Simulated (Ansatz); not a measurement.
**Single-point calculation of Si**

Si (Ia-3, 8 atoms in the cell), computed with DFT r2SCAN, scalar-relativistic, plane waves, PAW, no spin polarisation (Ansatz 0.2.0).

The structure derives from an entry of the Crystallography Open Database. Figures and captions count atoms from 1; the log counts them from 0 in places.

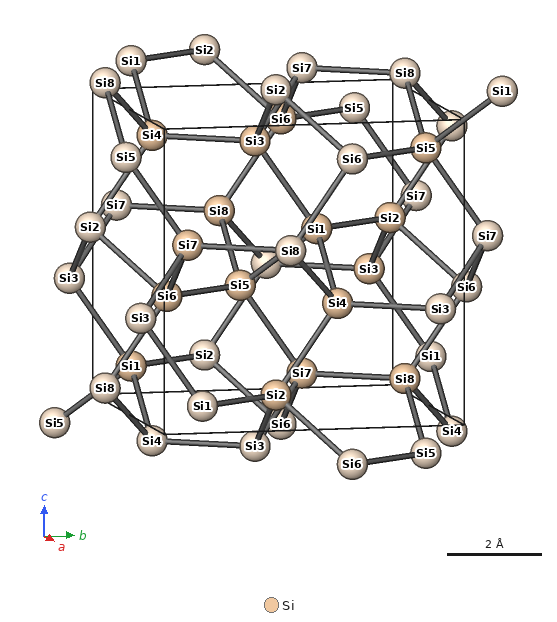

*The input geometry (ball-and-stick view of the cell 2 times as large as that of the calculation, set on its symmetry axes, seen slightly off an axis; neighbours outside the cell are drawn fainter; atoms are numbered from 1 in the order of the input). An atom can appear more than once, as a periodic image.*

Near neighbours in the periodic cell (some may lie outside the picture): Si has 4 Si at 2.36 to 2.38 Å.

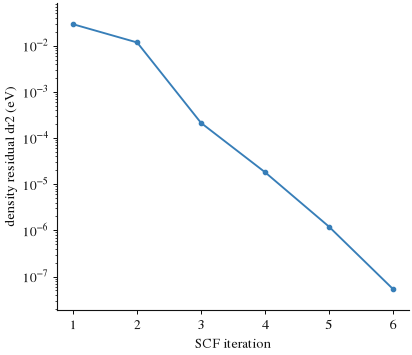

*Convergence of the self-consistent field: density residual dr2 against the SCF iteration.*

The residual falls at every step.

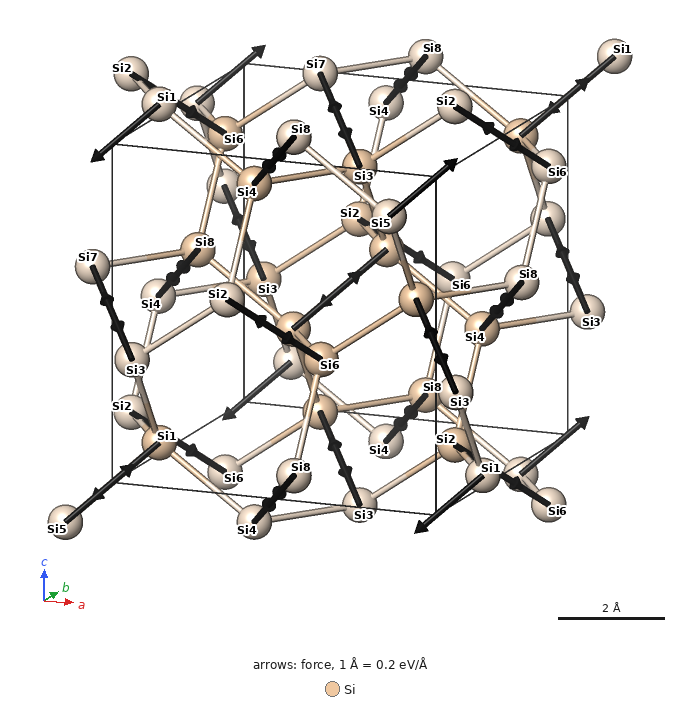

*Forces on the atoms as black arrows (ball-and-stick view of the cell 2 times as large as that of the calculation, set on its symmetry axes, seen slightly off an axis; neighbours outside the cell are drawn fainter; atoms are numbered from 1 in the order of the input).*

The largest act on all 8 Si atoms (0.35 eV/Å). The geometry is not a stationary point of this energy.

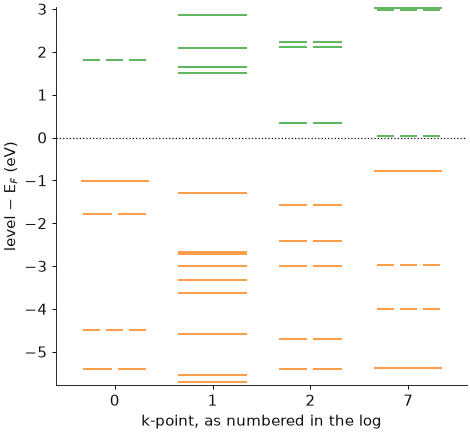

*Kohn–Sham levels near the Fermi level (dotted) at the few k-points that the log prints; levels within 0.02 eV of each other stand side by side.*

The system is metallic on the full mesh.

These pictures come from the run below.

The input:
```yaml
crystal:
  lattice:
    - [-3.3109, 3.3109, 3.3109]
    - [3.3109, -3.3109, 3.3109]
    - [3.3109, 3.3109, -3.3109]
  atoms:
    - { symbol: Si, position: [0.206, 0.206, 0.206] }
    - { symbol: Si, position: [0.5, 0.0, 0.294] }
    - { symbol: Si, position: [0.294, 0.5, 0.0] }
    - { symbol: Si, position: [0.0, 0.294, 0.5] }
    - { symbol: Si, position: [0.794, 0.794, 0.794] }
    - { symbol: Si, position: [0.5, 0.0, 0.706] }
    - { symbol: Si, position: [0.706, 0.5, 0.0] }
    - { symbol: Si, position: [0.0, 0.706, 0.5] }
basis:
  ecutwfc: 500
kpoints:
  mp_grid: { grid: [4, 4, 4] }
hamiltonian:
  xc: r2scan
scf:
  occupations: { method: gaussian, width: 0.1 }
output:
  forces: true
  stress: true
  eigenvalues: true
```

Run as:
```bash
ansatz run input.yaml --threads 4 --pin off --max-ram 10240MiB --backend cpu --events-out ev --progress --plain --runs-dir out
```

Log:
```
Engine: ansatz 0.2.0, x86_64-unknown-linux-gnu
Pseudopotentials: kind: paw
Pseudopotential: Si, paw, valence charge 4, recommended cutoff 500 eV (meta_gga), Si.paw.azcp
Functional definition: r2SCAN
  parameter k0 = 0.174
  parameter k1 = 0.065
  parameter a1 = 4.9479
  exchange = r2scan_x(k0 = k0, k1 = k1, a1 = a1)
  correlation = r2scan_c
Crystal: 8 atoms, lattice volume = 145.177 Å³
Basis set: ecut = 500 eV, 3589 PW (Γ), exchange–correlation on 180×180×180 points (64 copies of the dense FFT grid, shifted against one another)
Bands: 24, of which v1, the nominal top of the filled ones, is band 16 counted from 1 (15 counted from 0)
Symmetry: 24 space group operations
Space group: Ia-3 (ITA 206), of the structure as read, at distance tolerance 5.3e-5 Å
k-points: 8 of 64
Non-local potential: Si, projectors of the file, l = 0: 2, l = 1: 2, l = 2: 2
PAW form: soft (Blöchl's): semilocal exchange-correlation on the pseudo side does not see the compensation charge
PAW frozen core: Si, regenerated for the run's functional (the file was generated under x = pbe(κ = 0.804, μ = 0.2195149727645171), c = pbe(β = 0.06672455060314922))
PAW one-centre angular grid: Si, 302 points (default); XC on 160 Gauss nodes
Initial density: superposition of atomic densities (neutral atoms: chi_scale 0, normalization atom), corrected by the library's trained network
Initial wavefunctions: pseudopotential atomic-orbital guess
Functional: x = r2scan, c = r2scan; τ floored in thin density (d = 2e-4 eV/Å³)
SCF iter   1: F=—  HF=-5110.910272 eV  |F-HF|=—  |Δ(HF+E_count)|=         —  Δρ=4.76e-3  dr2=2.90e-2  dr2_τ=4.81e-2  ethr=1.77e-3  ⟨swp⟩=7.2  Hψ=1120  notcnv=0
preconditioner: auto → Resta (q_TF=auto, 2.120 Å⁻¹)  ε∞=5.4  [insulator: Δε(μ)=0.745 eV  Ē_g=8.287 eV  σ=0.100 eV  W_gap=0.68  n_scr=18 (ndim 8)  ℏωp=17.4 eV  f_vac=0.000  D(μ)=1.32/eV (n_scr^D=0)  ε∞_Penn≈5.4]
SCF iter   2: F=—  HF=-5110.996711 eV  |F-HF|=—  |Δ(HF+E_count)|=   8.64e-2  Δρ=3.13e-3  dr2=1.17e-2  dr2_τ=3.87e-5  ethr=9.06e-5  ⟨swp⟩=2.0  Hψ=432  notcnv=0  defer=16
SCF iter   3: F=—  HF=-5110.996681 eV  |F-HF|=—  |Δ(HF+E_count)|=   2.97e-5  Δρ=4.19e-4  dr2=2.12e-4  dr2_τ=6.44e-6  ethr=3.67e-5  ⟨swp⟩=2.5  Hψ=299  notcnv=0  defer=16
SCF iter   4: F=—  HF=-5110.996851 eV  |F-HF|=—  |Δ(HF+E_count)|=   1.70e-4  Δρ=1.23e-4  dr2=1.82e-5  dr2_τ=1.01e-7  ethr=6.63e-7  ⟨swp⟩=2.1  Hψ=295  notcnv=0  defer=16
SCF iter   5: F=—  HF=-5110.996908 eV  |F-HF|=—  |Δ(HF+E_count)|=   5.73e-5  Δρ=3.27e-5  dr2=1.21e-6  dr2_τ=1.05e-8  ethr=5.69e-8  ⟨swp⟩=2.0  Hψ=302  notcnv=0  defer=16
SCF iter   6: F=-5110.996910 eV  HF=-5110.996910 eV  |F-HF|=7.68e-8  |Δ(HF+E_count)|=   1.56e-6  Δρ=7.50e-6  dr2=5.42e-8  dr2_τ=8.39e-10  ethr=3.13e-10  ⟨swp⟩=10.0  Hψ=1049  notcnv=0
SCF 1 converged in 6 iterations: F = -5110.996910 eV  dr2 = 5.42e-8
  greatest PAW one-centre occupation: 0.648 electrons in one spin orbital (limit 2), on the Si atom at site 7 (counted from 0), in its partial waves of l = 0
SCF converged after 6 iterations
Free energy (F): -5110.996910 eV
Harris-Foulkes:  -5110.996910 eV  (|F-HF|=7.68e-8)
Internal energy: -5110.990219 eV  (E = F + TS)
E sigma→0 (E₀):  -5110.993564 eV
Entropy (-TS):   -0.006691 eV (-0.836 meV/atom)
Fermi energy:    7.790385 eV
--- Per-component energies (eV) ---
  E_band       = 62.510252
  E_kinetic    = 324.217022
  E_local      = -131.806041  (includes V_loc(G=0)·N_el)
  E_nonlocal   = 199.126493
  E_hartree    = 36.757035
  E_xc         = -412.652129
  E_vxc        = -398.739104  (∫ρ·V_xc dr)
  E_paw        = -4155.383922  (= ΣΔE_a)
  E_vpaw       = -19.300945  (= ΣTr[D̂ρ^β])
  E_aug_tail   = 0.000036  (compensation charges beyond the density's cutoff)
  E_vtau       = 15.497948  (kinetic-family band-sum trace: ∫τ·v_τ [+ j·A + Jᵃ·Aᵃ] dr)
  E_ewald      = -970.637250
  E_core_change = -0.611464  (= ΣΔE_core)
  E_smearing   = -0.006691  (= −TS)
  E_closure    = -0.000000  (closes the sum)
  Σ components = -5110.996910   (vs F -5110.996910, Δ=0.00e0)
--- Forces (eV/Å), atoms counted from 1 ---
  atom   1  Si    -0.20063058    -0.20063058    -0.20063058
  atom   2  Si     0.20063058     0.20063058    -0.20063058
  atom   3  Si    -0.20063058     0.20063058     0.20063058
  atom   4  Si     0.20063058    -0.20063058     0.20063058
  atom   5  Si     0.20063058     0.20063058     0.20063058
  atom   6  Si    -0.20063058    -0.20063058     0.20063058
  atom   7  Si     0.20063058    -0.20063058    -0.20063058
  atom   8  Si    -0.20063058     0.20063058    -0.20063058
  max |Σ_I F_I| component: 1.11e-16 eV/Å
--- Stress (GPa, compression-positive) ---
        0.165959       0.000000       0.000000
        0.000000       0.165959      -0.000000
       -0.000000       0.000000       0.165959
  P = ⅓ Tr σ = 0.1660 GPa (1.660 kbar)
--- Band table (eV; the first three rows and the last of 8) ---
  k-point 0: bands = ["-5.7374", "-1.1769", "-0.6978", "-0.6978", "-0.6978", "0.8458", "0.8458", "0.8458", "2.3907", "2.3907", "3.3003", "3.3003", "3.3003", "5.9998", "5.9998", "6.7658", "9.6026", "9.6026", "9.6026", "11.6533", "11.6533", "11.6533", "13.3038", "13.3038"]
  k-point 1: bands = ["-5.3325", "-2.3332", "-1.5380", "-1.3519", "-0.3310", "0.3744", "1.3951", "2.0745", "2.2560", "3.1997", "4.1567", "4.4678", "4.7945", "5.0654", "5.1210", "6.4923", "9.2879", "9.4467", "9.8733", "10.6611", "11.1382", "11.2816", "11.3977", "12.3178"]
  k-point 2: bands = ["-4.1455", "-4.1455", "-1.7769", "-1.7769", "-0.0944", "-0.0944", "2.3957", "2.3957", "3.0834", "3.0834", "4.7977", "4.7977", "5.3870", "5.3870", "6.2061", "6.2061", "8.1293", "8.1293", "9.9019", "9.9019", "10.0228", "10.0228", "11.6348", "11.6348"]
  k-point 7: bands = ["-3.1436", "-3.1436", "-3.1436", "-1.7479", "-1.7479", "-1.7479", "2.4036", "3.7913", "3.7913", "3.7913", "4.8199", "4.8199", "4.8199", "7.0042", "7.8283", "7.8283", "7.8283", "10.7691", "10.7691", "10.7691", "10.8087", "10.8932", "10.8932", "10.8932"]
```

Key numbers:

```tsv
quantity	value
outcome	converged
space group (tolerance 0.01 Å)	Ia-3 (206)
electrons treated	32
free energy	−5110.9969 eV
Fermi energy	7.790 eV
gap on the k-point mesh	none (metallic)
pressure	0.17 GPa
largest force (length of the vector)	0.348 eV/Å
hardware	4 threads of Intel Xeon (Granite Rapids), 32 GiB of memory available, shared host
wall time	0.87 s (CPU time 2.9 s)
peak memory	0.85 GiB
```
